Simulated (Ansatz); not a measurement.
Geometry relaxation, with input and output: W

- system: W (Im-3m, 1 atom in the cell)
- method: DFT PBEsol, scalar-relativistic, plane waves, PAW, no spin polarisation (Ansatz 0.2.0)

The structure derives from an entry of the Crystallography Open Database. Figures and captions count atoms from 1; the log counts them from 0 in places.

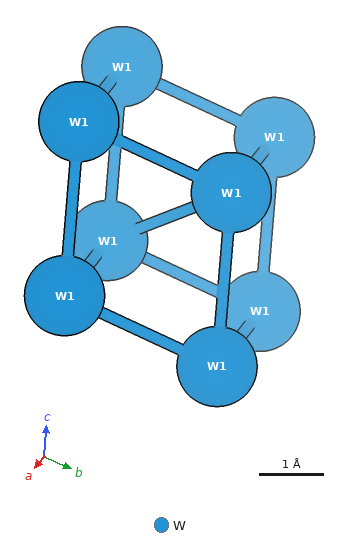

The input geometry (ball-and-stick view of the cell of the calculation, seen slightly off an axis; atoms are numbered from 1 in the order of the input).

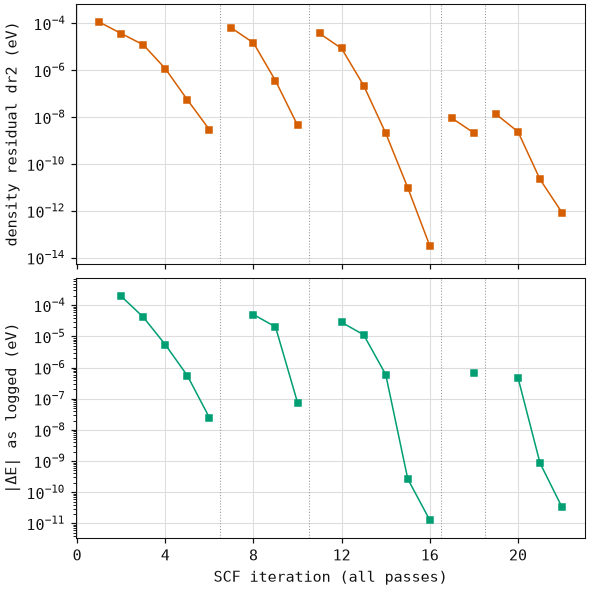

Convergence of the self-consistent field: density residual dr2 and size of the energy change against the SCF iteration. The dotted lines part the SCF passes of the relaxation: geometry steps, rejected trials and re-solves on a re-selected basis. The 5 passes take 2 to 6 iterations each, 22 in all.

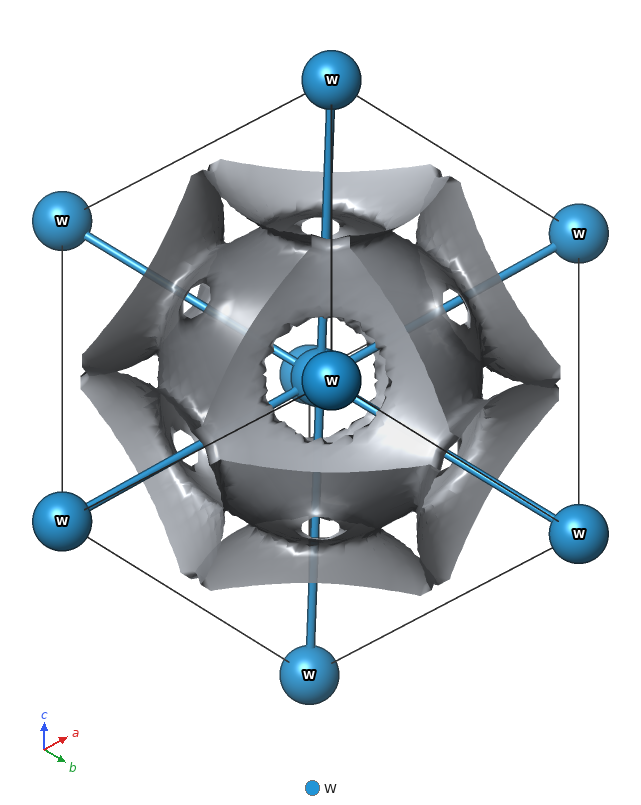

Isosurface of the electron localisation function at 0.4 (grey), seen at an oblique angle. Only the valence region is drawn (cores and ρ < 0.01 e/Å³ removed). Sticks mark near contacts. The outline is the cell set on symmetry axes. Profiles from the grid: W–W (2.73 Å): the ELF is about 0.35 at the midpoint (metallic bonding. Core electrons are frozen (PAW), so the fields are smoothed inside the atomic spheres.

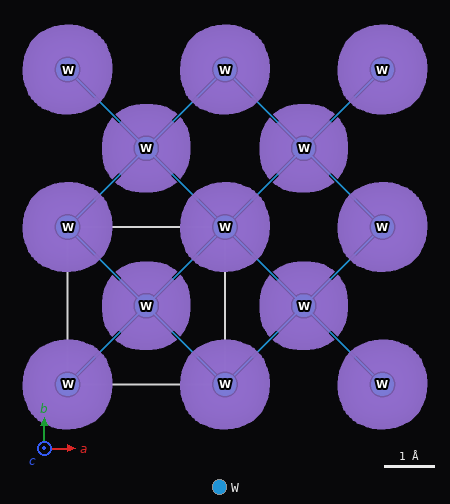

Isosurface of the valence pseudo-density at 1 e/Å³ (purple), seen along the c axis. Sticks mark near contacts. The outline is the cell set on symmetry axes. At this value the density breaks into separate islands; it holds about 65 % of the electrons treated as valence (semicore included). It is pinched off along the W–W (2.73 Å) contacts. On the grid the lowest density along these lines, outside the cores, is 0.42 e/Å³ (W–W, 2.73 Å).

The input and output of the run follow.

Input file
```yaml
crystal:
  lattice:
    - [-1.582345, 1.582345, 1.582345]
    - [1.582345, -1.582345, 1.582345]
    - [1.582345, 1.582345, -1.582345]
  atoms:
    - { symbol: W, position: [0.0, 0.0, 0.0] }
basis:
  ecutwfc: 420
kpoints:
  mp_grid: { grid: [18, 18, 18] }
hamiltonian:
  xc: pbesol
scf:
  occupations: { method: gaussian, width: 0.1 }
output:
  forces: true
  stress: true
  eigenvalues: true
  write_density: true
  write_potential: true
  elf: true
  volumetric_format: npy
relax:
  adjacent_minimum: "off"
  f_tol: 0.005
  max_steps: 80
  cell: { stress_tol: 0.05 }
```

Run as:
```bash
ansatz run input.yaml --threads 1 --pin off --max-ram 2560MiB --backend cpu --events-out ev --progress --plain --runs-dir out
```

The program's output
```
Engine: ansatz 0.2.0, aarch64-unknown-linux-gnu
Pseudopotentials: kind: paw
Pseudopotential: W, paw, valence charge 14, recommended cutoff 420 eV (normal), W.paw.azcp
Functional definition: PBEsol
  exchange = pbesol_x
  correlation = pbesol_c
Crystal: 1 atoms, lattice volume = 15.848 Å³
Basis set: ecut = 420 eV, 321 PW (Γ), exchange–correlation on 40×40×40 points (8 copies of the dense FFT grid, shifted against one another)
Bands: 11, of which v1, the nominal top of the filled ones, is band 7 counted from 1 (6 counted from 0)
Symmetry: 48 space group operations
Space group: Im-3m (ITA 229), of the structure as read, at distance tolerance 2.5e-5 Å
k-points: 195 of 5832
Non-local potential: W, projectors of the file, l = 0: 3, l = 1: 2, l = 2: 2, l = 3: 1
PAW form: soft (Blöchl's): semilocal exchange-correlation on the pseudo side does not see the compensation charge
PAW frozen core: W, regenerated for the run's functional, and the local potential with it (the file was generated under x = pbe(κ = 0.804, μ = 0.2195149727645171), c = pbe(β = 0.06672455060314922))
PAW one-centre angular grid: W, 590 points (default); XC on 64 Gauss nodes
Initial density: superposition of atomic densities (neutral atoms: chi_scale 0, normalization atom), corrected by the library's trained network
Initial wavefunctions: pseudopotential atomic-orbital guess
Functional: x = pbesol(κ = 0.804, μ = 0.12345679012345678), c = pbesol(β = 0.046)
SCF iter   1: F=—  HF=-10256.561219 eV  |F-HF|=—  |Δ(HF+E_count)|=         —  Δρ=1.91e-3  dr2=1.15e-4  ethr=1.77e-3  ⟨swp⟩=5.0  Hψ=11293  notcnv=0
preconditioner: auto → none  [metal: Δε(μ)=0.014 eV  Ē_g=9.058 eV  σ=0.100 eV  W_gap=0.08  n_scr=0 (ndim 8)  ℏωp=22.8 eV  f_vac=0.000  D(μ)=0.69/eV (n_scr^D=12)]
SCF iter   2: F=—  HF=-10256.561024 eV  |F-HF|=—  |Δ(HF+E_count)|=   1.96e-4  Δρ=1.01e-3  dr2=3.70e-5  ethr=8.20e-7  ⟨swp⟩=2.1  Hψ=4825  notcnv=0
SCF iter   3: F=—  HF=-10256.561066 eV  |F-HF|=—  |Δ(HF+E_count)|=   4.20e-5  Δρ=2.95e-4  dr2=1.23e-5  ethr=2.64e-7  ⟨swp⟩=2.0  Hψ=3266  notcnv=0
SCF iter   4: F=—  HF=-10256.561060 eV  |F-HF|=—  |Δ(HF+E_count)|=   5.48e-6  Δρ=9.41e-5  dr2=1.18e-6  ethr=8.81e-8  ⟨swp⟩=2.9  Hψ=3381  notcnv=0
iter 5 did not close the SCF: its close was put off for the readings that it lacked (scf_convergence_deferred on its scf_iter line)
SCF iter   5: F=-10256.561059 eV  HF=-10256.561060 eV  |F-HF|=4.65e-8  |Δ(HF+E_count)|=   5.56e-7  Δρ=2.18e-5  dr2=5.53e-8  ethr=8.46e-9  ⟨swp⟩=2.5  Hψ=3337  notcnv=0
SCF iter   6: F=-10256.561060 eV  HF=-10256.561060 eV  |F-HF|=2.48e-9  |Δ(HF+E_count)|=   2.49e-8  Δρ=5.01e-6  dr2=2.94e-9  ethr=3.95e-10  ⟨swp⟩=5.7  Hψ=11528  notcnv=0
SCF 1 converged in 6 iterations: F = -10256.561060 eV  dr2 = 2.94e-9
  greatest PAW one-centre occupation: 1.000 electrons in one spin orbital (limit 2), on the W atom at site 0 (counted from 0), in its partial waves of l = 0
relax step   1: F+E_penalty+E_count = -10256.56105950 eV  Δ(F+E_penalty+E_count) = +0.000e0 eV  max|allowed force component| = 0.000e0 eV/Å  Δτ_max = 0.0000 Å  P = -3.140 GPa  Ω = 15.848 Å³  (6 SCF iters, dr2 threshold 1.00e-7 eV, accepted)
Crystal: 1 atoms, lattice volume = 15.268 Å³
Initial density: handed on by an earlier stage of this run
Initial wavefunctions: those handed on with the density
iter 1 solved again at ethr=4.22e-7 eV; its pass at ethr=3.10e-3 eV (dr2=5.90e-5 eV) is discarded
SCF iter   1: F=—  HF=-10256.550454 eV  |F-HF|=—  |Δ(HF+E_count)|=         —  Δρ=1.33e-3  dr2=6.39e-5  ethr=4.22e-7  ⟨swp⟩=2.2  Hψ=16161  notcnv=0
preconditioner: auto → none  [metal: Δε(μ)=0.019 eV  Ē_g=9.416 eV  σ=0.100 eV  W_gap=0.11  n_scr=0 (ndim 8)  ℏωp=23.3 eV  f_vac=0.000  D(μ)=0.69/eV (n_scr^D=12)]
SCF iter   2: F=—  HF=-10256.550504 eV  |F-HF|=—  |Δ(HF+E_count)|=   5.07e-5  Δρ=6.56e-4  dr2=1.48e-5  ethr=4.22e-7  ⟨swp⟩=1.8  Hψ=2307  notcnv=0
SCF iter   3: F=—  HF=-10256.550525 eV  |F-HF|=—  |Δ(HF+E_count)|=   2.03e-5  Δρ=6.23e-5  dr2=3.58e-7  ethr=1.06e-7  ⟨swp⟩=2.0  Hψ=2340  notcnv=0
SCF iter   4: F=-10256.550524 eV  HF=-10256.550524 eV  |F-HF|=1.32e-9  |Δ(HF+E_count)|=   7.54e-8  Δρ=1.11e-5  dr2=4.51e-9  ethr=7.14e-10  ⟨swp⟩=9.5  Hψ=15084  notcnv=0
SCF 2 converged in 4 iterations: F = -10256.550524 eV  dr2 = 4.51e-9
relax step   2: F+E_penalty+E_count = -10256.55052448 eV  Δ(F+E_penalty+E_count) = +1.054e-2 eV  max|allowed force component| = 0.000e0 eV/Å  Δτ_max = 0.0000 Å  P = +9.491 GPa  Ω = 15.268 Å³  energy of the carried Pulay correction = +2.262e-4 eV  (4 SCF iters, dr2 threshold 1.00e-7 eV, rejected (line search))
Crystal: 1 atoms, lattice volume = 15.699 Å³
iter 1 solved again at ethr=4.35e-7 eV; its pass at ethr=3.10e-3 eV (dr2=6.09e-5 eV) is discarded
SCF iter   1: F=—  HF=-10256.562604 eV  |F-HF|=—  |Δ(HF+E_count)|=         —  Δρ=9.87e-4  dr2=3.74e-5  ethr=4.35e-7  ⟨swp⟩=2.2  Hψ=15381  notcnv=0
preconditioner: auto → none  [metal: Δε(μ)=0.015 eV  Ē_g=9.149 eV  σ=0.100 eV  W_gap=0.08  n_scr=0 (ndim 8)  ℏωp=23.0 eV  f_vac=0.000  D(μ)=0.69/eV (n_scr^D=0)]
SCF iter   2: F=—  HF=-10256.562633 eV  |F-HF|=—  |Δ(HF+E_count)|=   2.85e-5  Δρ=4.87e-4  dr2=8.50e-6  ethr=2.67e-7  ⟨swp⟩=1.6  Hψ=2290  notcnv=0
SCF iter   3: F=—  HF=-10256.562644 eV  |F-HF|=—  |Δ(HF+E_count)|=   1.13e-5  Δρ=4.90e-5  dr2=2.23e-7  ethr=6.07e-8  ⟨swp⟩=2.0  Hψ=2340  notcnv=0
SCF iter   4: F=—  HF=-10256.562643 eV  |F-HF|=—  |Δ(HF+E_count)|=   6.00e-7  Δρ=7.35e-6  dr2=2.07e-9  ethr=1.59e-9  ⟨swp⟩=2.0  Hψ=3235  notcnv=0
SCF iter   5: F=—  HF=-10256.562643 eV  |F-HF|=—  |Δ(HF+E_count)|=  2.67e-10  Δρ=4.55e-7  dr2=9.73e-12  ethr=1.00e-12  ⟨swp⟩=4.8  Hψ=10164  notcnv=0
SCF iter   6: F=-10256.562643 eV  HF=-10256.562643 eV  |F-HF|=5.46e-12  |Δ(HF+E_count)|=  1.27e-11  Δρ=1.97e-8  dr2=3.20e-14  ethr=1.00e-12  ⟨swp⟩=5.0  Hψ=7574  notcnv=0
SCF 3 converged in 6 iterations: F = -10256.562643 eV  dr2 = 3.20e-14
relax step   3: F+E_penalty+E_count = -10256.56264330 eV  Δ(F+E_penalty+E_count) = -1.584e-3 eV  max|allowed force component| = 0.000e0 eV/Å  Δτ_max = 0.0000 Å  P = -0.138 GPa  Ω = 15.699 Å³  energy of the carried Pulay correction = +5.702e-5 eV  (6 SCF iters, accepted)
Crystal: 1 atoms, lattice volume = 15.693 Å³
iter 1 solved again at ethr=2.10e-10 eV; its pass at ethr=3.10e-3 eV (dr2=2.94e-8 eV) is discarded
SCF iter   1: F=—  HF=-10256.562649 eV  |F-HF|=—  |Δ(HF+E_count)|=         —  Δρ=1.54e-5  dr2=9.05e-9  ethr=2.10e-10  ⟨swp⟩=2.2  Hψ=14242  notcnv=0
preconditioner: auto → none  [metal: Δε(μ)=0.015 eV  Ē_g=9.152 eV  σ=0.100 eV  W_gap=0.08  n_scr=0 (ndim 8)  ℏωp=23.0 eV  f_vac=0.000  D(μ)=0.69/eV (n_scr^D=0)]
SCF iter   2: F=-10256.562649 eV  HF=-10256.562649 eV  |F-HF|=2.55e-9  |Δ(HF+E_count)|=   6.87e-7  Δρ=7.62e-6  dr2=2.13e-9  ethr=6.47e-11  ⟨swp⟩=6.5  Hψ=9179  notcnv=0
SCF 4 converged in 2 iterations: F = -10256.562649 eV  dr2 = 2.13e-9
relax step   4: F+E_penalty+E_count = -10256.56264877 eV  Δ(F+E_penalty+E_count) = -5.475e-6 eV  max|allowed force component| = 0.000e0 eV/Å  Δτ_max = 0.0000 Å  P = +0.002 GPa  Ω = 15.693 Å³  energy of the carried Pulay correction = +5.963e-5 eV  (2 SCF iters, dr2 threshold 4.77e-8 eV, accepted)
Initial wavefunctions: pseudopotential atomic-orbital guess (no wavefunctions were taken with the density)
iter 1 solved again at ethr=4.51e-8 eV; its pass at ethr=3.10e-3 eV (dr2=6.31e-6 eV) is discarded
SCF iter   1: F=—  HF=-10256.562587 eV  |F-HF|=—  |Δ(HF+E_count)|=         —  Δρ=2.20e-5  dr2=1.34e-8  ethr=4.51e-8  ⟨swp⟩=3.0  Hψ=17442  notcnv=0
SCF iter   2: F=—  HF=-10256.562587 eV  |F-HF|=—  |Δ(HF+E_count)|=   4.76e-7  Δρ=1.01e-5  dr2=2.39e-9  ethr=9.55e-11  ⟨swp⟩=2.4  Hψ=3472  notcnv=0
SCF iter   3: F=—  HF=-10256.562587 eV  |F-HF|=—  |Δ(HF+E_count)|=  8.60e-10  Δρ=8.89e-7  dr2=2.21e-11  ethr=1.71e-11  ⟨swp⟩=3.0  Hψ=3483  notcnv=0
SCF iter   4: F=-10256.562587 eV  HF=-10256.562587 eV  |F-HF|=1.82e-12  |Δ(HF+E_count)|=  3.27e-11  Δρ=1.57e-7  dr2=8.36e-13  ethr=1.00e-12  ⟨swp⟩=5.9  Hψ=8822  notcnv=0
SCF 5 converged in 4 iterations: F = -10256.562587 eV  dr2 = 8.36e-13
relax step   5: F+E_penalty+E_count = -10256.56258746 eV  Δ(F+E_penalty+E_count) = +6.131e-5 eV  max|allowed force component| = 0.000e0 eV/Å  Δτ_max = 0.0000 Å  P = +0.002 GPa  Ω = 15.693 Å³  stress off target by 2.50e-3 GPa  SCF on the basis re-selected at this cell (its energy is not comparable with the rows above)  (4 SCF iters)
basis re-selected at this cell: Δ(F+E_penalty+E_count) = +6.131e-5 eV, ΔP = +0.000 GPa vs the last step (what re-selecting the basis moved, of the pressure what is left beyond the Pulay correction that the steps carried, after the strain that the cell walked since its last selection, with what the two solves' SCF thresholds leave and, on support functions, any second-order correction that the steps lacked; it is no measure of the basis error at this ecutwfc). This SCF's stress stands 2.50e-3 GPa from its target on what of the cell is left free (relax.cell.stress_tol is 5.00e-2 GPa) and its largest allowed force component is 0.00e0 eV/Å (relax.f_tol is 5.00e-3 eV/Å): within both
SCF converged after 4 iterations
Free energy (F): -10256.562587 eV
Harris-Foulkes:  -10256.562587 eV  (|F-HF|=1.82e-12)
Internal energy: -10256.559161 eV  (E = F + TS)
E sigma→0 (E₀):  -10256.560874 eV
Entropy (-TS):   -0.003426 eV (-3.426 meV/atom)
Fermi energy:    22.700114 eV
--- Per-component energies (eV) ---
  E_band       = -80.042719
  E_kinetic    = 450.741004
  E_local      = -594.148040  (includes V_loc(G=0)·N_el)
  E_nonlocal   = 3.033044
  E_hartree    = 213.195029
  E_xc         = -265.432484
  E_vxc        = -238.907838  (∫ρ·V_xc dr)
  E_paw        = -8436.080028  (= ΣΔE_a)
  E_vpaw       = -127.150899  (= ΣTr[D̂ρ^β])
  E_aug_tail   = -0.000058  (compensation charges beyond the density's cutoff)
  E_ewald      = -1628.089420
  E_core_change = 0.221792  (= ΣΔE_core)
  E_smearing   = -0.003426  (= −TS)
  E_closure    = 0.000000  (closes the sum)
  Σ components = -10256.562587   (vs F -10256.562587, Δ=0.00e0)
--- Forces (eV/Å), atoms counted from 1 ---
  atom   1  W     -0.00000000    -0.00000000     0.00000000
  max |Σ_I F_I| component: 1.03e-32 eV/Å
--- Stress (GPa, compression-positive) ---
        0.002496      -0.000000      -0.000000
       -0.000000       0.002496      -0.000000
        0.000000       0.000000       0.002496
  P = ⅓ Tr σ = 0.0025 GPa (0.025 kbar)
--- Band table (eV; the first three rows and the last of 195) ---
  k-point 0: bands = ["-51.3596", "-14.9345", "-14.9345", "-14.9345", "13.0100", "21.4475", "21.4475", "21.4475", "24.9562", "24.9562", "37.2530"]
  k-point 1: bands = ["-51.3554", "-14.9784", "-14.9481", "-14.9347", "13.1622", "21.3549", "21.4277", "21.5948", "24.8058", "24.9576", "37.3832"]
  k-point 2: bands = ["-51.3432", "-15.1034", "-14.9872", "-14.9354", "13.6015", "21.0989", "21.3403", "22.0318", "24.4849", "24.9691", "37.7118"]
  k-point 194: bands = ["-51.1127", "-15.8713", "-15.8713", "-15.8713", "16.7720", "16.7720", "27.9508", "27.9508", "27.9508", "31.0385", "31.0385"]
--- Relaxed structure (4 steps of the walk, 3 accepted, 1 SCFs on fresh bases) ---
  F+E_penalty+E_count = -10256.56258746 eV   max|allowed force component| = 0.000e0 eV/Å   (the final SCF, on the basis selected at the relaxed cell)
  cell:  # Å, volume = 15.6927 Å³
    - [-1.577173754088628, 1.577173754088628, 1.577173754088628]
    - [1.577173754088628, -1.577173754088628, 1.577173754088628]
    - [1.577173754088628, 1.577173754088628, -1.577173754088628]
  atoms:
    - { symbol: W, position: [0.0, 0.0, 0.0] }
```

Trajectory as extended XYZ (Å, eV, eV/Å), 5 frames, from step=1 to step=5
```
1
Lattice="-1.5823 1.5823 1.5823 1.5823 -1.5823 1.5823 1.5823 1.5823 -1.5823" Properties=species:S:1:pos:R:3:forces:R:3 step=1 energy=-10256.56106 pressure_GPa=-3.14
W     0.0000    0.0000    0.0000    0.0000   0.0000   0.0000
1
Lattice="-1.5628 1.5628 1.5628 1.5628 -1.5628 1.5628 1.5628 1.5628 -1.5628" Properties=species:S:1:pos:R:3:forces:R:3 step=2 energy=-10256.55052 pressure_GPa=9.49 accepted=F
W     0.0000    0.0000    0.0000    0.0000   0.0000   0.0000
1
Lattice="-1.5774 1.5774 1.5774 1.5774 -1.5774 1.5774 1.5774 1.5774 -1.5774" Properties=species:S:1:pos:R:3:forces:R:3 step=3 energy=-10256.56264 pressure_GPa=-0.14
W     0.0000    0.0000    0.0000    0.0000   0.0000   0.0000
1
Lattice="-1.5772 1.5772 1.5772 1.5772 -1.5772 1.5772 1.5772 1.5772 -1.5772" Properties=species:S:1:pos:R:3:forces:R:3 step=4 energy=-10256.56265 pressure_GPa=0.00
W     0.0000    0.0000    0.0000    0.0000   0.0000   0.0000
1
Lattice="-1.5772 1.5772 1.5772 1.5772 -1.5772 1.5772 1.5772 1.5772 -1.5772" Properties=species:S:1:pos:R:3:forces:R:3 step=5 energy=-10256.56259 pressure_GPa=0.00
W     0.0000    0.0000    0.0000    0.0000   0.0000   0.0000
```

Results in brief

```json
{"quantity": "outcome", "value": "converged"}
{"quantity": "space group (tolerance 0.01 Å)", "value": "Im-3m (229)"}
{"quantity": "electrons treated", "value": "14"}
{"quantity": "free energy", "value": "−10256.5626 eV"}
{"quantity": "Fermi energy", "value": "22.700 eV"}
{"quantity": "gap on the k-point mesh", "value": "none (metallic)"}
{"quantity": "pressure", "value": "0.00 GPa"}
{"quantity": "final volume", "value": "15.69 Å³"}
{"quantity": "largest force (length of the vector) at the end", "value": "under 0.001 eV/Å"}
{"quantity": "final cell", "value": "a = 2.732 Å, b = 2.732 Å, c = 2.732 Å, α = 109.47°, β = 109.47°, γ = 109.47°"}
{"quantity": "hardware", "value": "1 thread of Arm Neoverse V1, 24 GiB of memory available, shared host"}
{"quantity": "wall time", "value": "13 s"}
{"quantity": "peak memory", "value": "0.31 GiB"}
```

Notes

Spin–orbit coupling is left out, which matters for W.
